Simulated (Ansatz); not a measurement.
**Single-point calculation, with input and output: PtSe₂ (part 3 of 3)**

The same run, continued: PtSe₂ (P-3m1, 3 atoms in the cell); DFT PBE+U, scalar-relativistic, plane waves, PAW, Ueff = 8 eV on Pt atom 1 d, spin-polarised (Ansatz 0.2.0); cutoff 420 eV, 6×6×4 k-mesh, Gaussian smearing of 0.05 eV, collinear spins. The structure derives from an entry of the Crystallography Open Database. It belongs to a series of runs on one base structure; here: random orbitals: random, high filling.

The program's output, continued
```
--- Forces (eV/Å), atoms counted from 1 ---
  atom   1  Pt     0.00000000     0.00000000     0.00000000
  atom   2  Se     0.00000043    -0.00000039     0.87126292
  atom   3  Se    -0.00000043     0.00000039    -0.87126292
  max |Σ_I F_I| component: 0.00e0 eV/Å
--- Stress (GPa, compression-positive) ---
        9.185025      -0.000004       0.000004
       -0.000004       9.185015      -0.000004
        0.000004      -0.000004       5.908086
  P = ⅓ Tr σ = 8.0927 GPa (80.927 kbar)
--- Band table (eV; the first three rows and the last of 152) ---
  k-point 0 ↑: bands = ["-84.9143", "-39.2632", "-39.2632", "-39.1563", "-35.5650", "-35.5650", "-35.5610", "-35.5610", "-35.5603", "-35.5603", "-35.5569", "-35.5561", "-35.5556", "-35.5556", "-2.5254", "0.2484", "4.5786", "5.3380", "5.3380", "6.7673", "6.7673", "9.2351", "12.1408", "12.1408", "13.5273", "14.3421", "14.3421", "16.9058", "17.5379", "20.6844", "20.6844", "25.2419", "25.6926"]
  k-point 1 ↑: bands = ["-84.9143", "-39.2632", "-39.2632", "-39.1564", "-35.5645", "-35.5645", "-35.5611", "-35.5611", "-35.5600", "-35.5600", "-35.5570", "-35.5563", "-35.5563", "-35.5560", "-2.3066", "-0.2688", "5.0874", "5.3576", "5.3576", "6.7457", "6.7457", "9.4965", "11.8881", "11.8881", "12.3324", "14.7973", "14.7973", "17.4048", "18.6869", "20.4928", "20.4928", "23.6474", "23.9003"]
  k-point 2 ↑: bands = ["-84.9144", "-39.2632", "-39.2632", "-39.1563", "-35.5640", "-35.5640", "-35.5605", "-35.5605", "-35.5603", "-35.5603", "-35.5571", "-35.5571", "-35.5571", "-35.5559", "-1.9569", "-0.8647", "5.3775", "5.3775", "5.5620", "6.7244", "6.7244", "10.1856", "10.9245", "11.6842", "11.6842", "15.2467", "15.2467", "18.1731", "19.6569", "20.2007", "20.2007", "22.2954", "22.8764"]
  k-point 75 ↓: bands = ["-84.9143", "-39.2734", "-39.2662", "-39.1561", "-35.5645", "-35.5640", "-35.5611", "-35.5610", "-35.5603", "-35.5584", "-35.5580", "-35.5565", "-35.5558", "-35.5557", "-1.1481", "-0.3879", "4.3018", "6.0862", "6.4738", "7.0509", "7.3596", "7.9399", "8.5437", "10.4140", "11.8038", "13.8725", "14.4445", "17.9266", "18.0440", "20.4539", "23.1998", "23.6317", "25.3212"]
Occupation matrices written to [file]
--- Löwdin populations: 3 sites ---
  site symbol       q [e]    m [muB]
     0     Pt     17.6864    -0.0000
     1     Se     16.0653    -0.0000
     2     Se     16.0653    -0.0000
  spilling = 0.003659 (of n_electrons = 50.000000)
--- Occupation matrices: 1 shell (run DFT+U table (all-electron-ortho-atomic); ε = 4.45e-4) ---
  Pt0 d_5D: site group D3d (-3m)
  Pt0 d_5D up     Tr n = 4.4887  λ = 0.767 0.767 0.984 0.986 0.986  [2× yz 0.31 Eg(1.00) | z2 1.00 A1g(1.00) | 2× x2-y2 0.31 Eg(1.00)]
  Pt0 d_5D dn     Tr n = 4.4887  λ = 0.767 0.767 0.984 0.986 0.986  [2× xz 0.31 Eg(1.00) | z2 1.00 A1g(1.00) | 2× xy 0.31 Eg(1.00)]
  specified occupation → Pt0 d_5D up: matrix, ‖Δ‖_F = 0.2885, Tr Δ = +0.3613, displaced = 0.2257, d_λ = 0.2885; orbital distance = 0.0000
  specified occupation → Pt0 d_5D dn: matrix, ‖Δ‖_F = 1.7508, Tr Δ = -3.4388, displaced = 1.7597, d_λ = 1.7255; orbital distance = 0.8604
  Tr n, λ and their labels are of the run-group-symmetrised matrices; stabiliser: 24 of 24 elements of G0×{1,Θ} (closed), max defect 1.4e-6 at τ = 9.4e-5
```

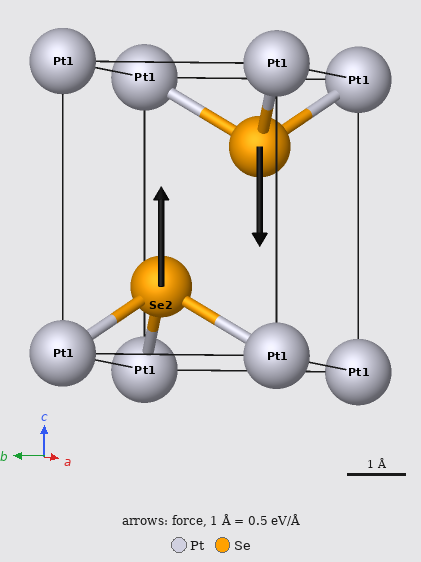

Forces on the atoms as black arrows (ball-and-stick view of the cell of the calculation, seen at an oblique angle; atoms are numbered from 1 in the order of the input). The largest act on Se2, Se3 (0.87 eV/Å). The geometry is not a stationary point of this energy.

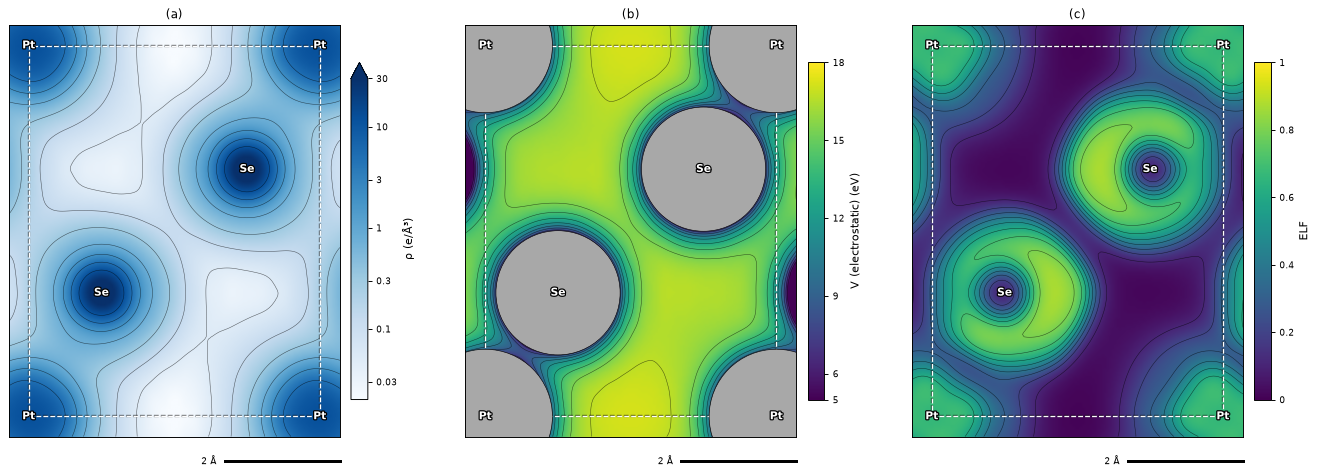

(a) valence charge density (pseudo); (b) electrostatic potential (local pseudopotential plus Hartree) felt by an electron; (c) ELF on the (110) plane of the conventional cell. Grey discs, where drawn, cover atomic cores. The plane passes through Pt and Se nuclei. Pt–Se (2.49 Å): ρ is about 0.59 e/Å³ halfway; the ELF is about 0.45 at the midpoint. Away from the nuclei the density in this plane falls to 0.02 e/Å³ at its lowest. The strong features right at Pt lie inside the PAW spheres (semicore, d or f shells) and say nothing about bonding. Outside the cores the potential energy rises away from the atoms and is highest about 2.4 Å from the nearest atoms; outside the discs it spans about 11 eV, and its zero is arbitrary. The fields are those of the smooth PAW valence density.

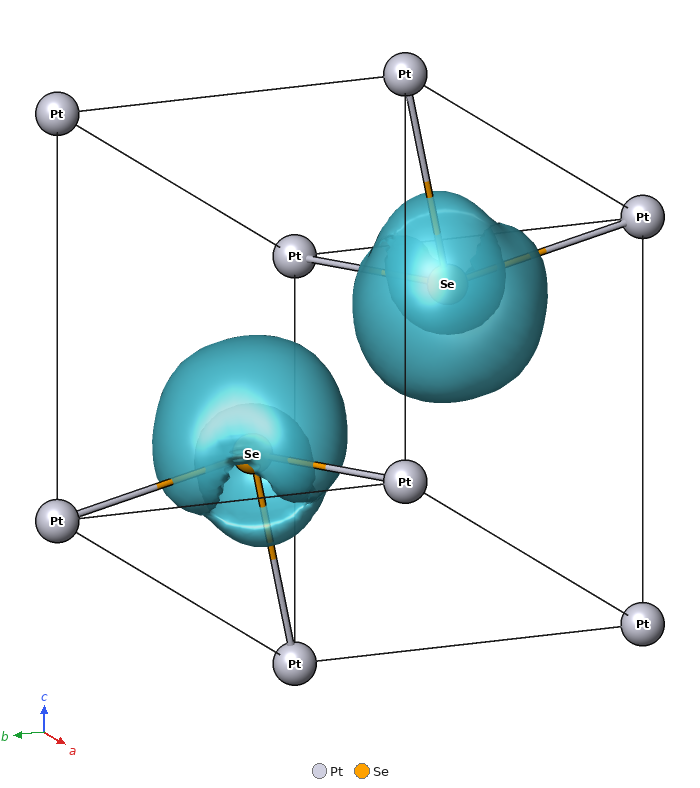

Isosurface of the ELF at 0.7 (cyan), seen at an oblique angle. Core shells and regions of very low density are left out. Sticks mark near contacts. The outline is the cell set on symmetry axes. Values along the shortest contacts: Pt–Se (2.49 Å): the ELF is about 0.45 at the midpoint.

The run was set up as follows.

Input file
```yaml
crystal:
  lattice:
    - [3.72400029, 0.0, 0.0]
    - [-1.86200015, 3.22507886, 0.0]
    - [0.0, 0.0, 5.06199958]
  atoms:
    - { symbol: Pt, position: [0.0, 0.0, 0.0], spin: 4.0 }
    - { symbol: Se, position: [0.3333333333, 0.6666666667, 0.25] }
    - { symbol: Se, position: [0.6666666667, 0.3333333333, 0.75] }
basis:
  ecutwfc: 420
  ecutrho_ratio: 4
kpoints:
  mp_grid: { grid: [6, 6, 4] }
hamiltonian:
  xc: pbe
  hubbard:
    sites:
      - { site: 0, l: d, u_eff: 8.0, starting_ns: [{ spin: up, occupation_matrix: s0up }, { spin: down, occupation_matrix: s0down }] }
    occupation_matrices:
      s0up:
        matrix:
          - [0.97, 0.0, 0.0, 0.0, 0.0]
          - [0.0, 0.97, 0.0, 0.0, 0.0]
          - [0.0, 0.0, 0.97, 0.0, 0.0]
          - [0.0, 0.0, 0.0, 0.97, 0.0]
          - [0.0, 0.0, 0.0, 0.0, 0.97]
      s0down:
        matrix:
          - [0.0475, 0.0453, 0.00324, -0.11649, -0.09869]
          - [0.0453, 0.09461, 0.00533, -0.19187, -0.16255]
          - [0.00324, 0.00533, 0.02038, -0.0137, -0.01161]
          - [-0.11649, -0.19187, -0.0137, 0.51337, 0.41799]
          - [-0.09869, -0.16255, -0.01161, 0.41799, 0.37413]
    ns_hold: until_converged
scf:
  occupations: { method: gaussian, width: 0.05 }
  lower_state_search: "off"
  max_iter: 150
output:
  forces: true
  stress: true
  eigenvalues: true
  populations: true
  hubbard: { sites: [{ site: 0, l: d }] }
  write_density: true
  write_potential: true
  elf: true
  volumetric_format: npy
magnetization:
  spin_polarized: true
```

Run as:
```bash
ansatz run input.yaml --threads 2 --pin off --max-ram 3072MiB --backend cpu --events-out ev --progress --plain --runs-dir out
```

Summary

| quantity | value |
| --- | --- |
| outcome | converged |
| space group (tolerance 0.01 Å) | P-3m1 (164) |
| electrons treated | 50 |
| free energy | −23458.7374 eV |
| Fermi energy | 12.924 eV |
| gap on the k-point mesh | none (metallic) |
| net moment of the cell | 0.00 μB |
| integrated absolute moment | 0.00 μB |
| pressure | 8.09 GPa |
| largest force (length of the vector) | 0.871 eV/Å |
| hardware | 2 threads of AMD EPYC (Zen 4), 64 GiB of memory available, shared host |
| wall time | 18 s (CPU time 35 s) |
| peak memory | 0.64 GiB |

Remarks

The program warns: some starting moments were not kept; the typed occupations were not kept; the occupation matrices lower the symmetry. Spin–orbit coupling is left out, which matters for Pt. The cell is under a pressure of 8.1 GPa at this level, so it is not at its equilibrium volume.
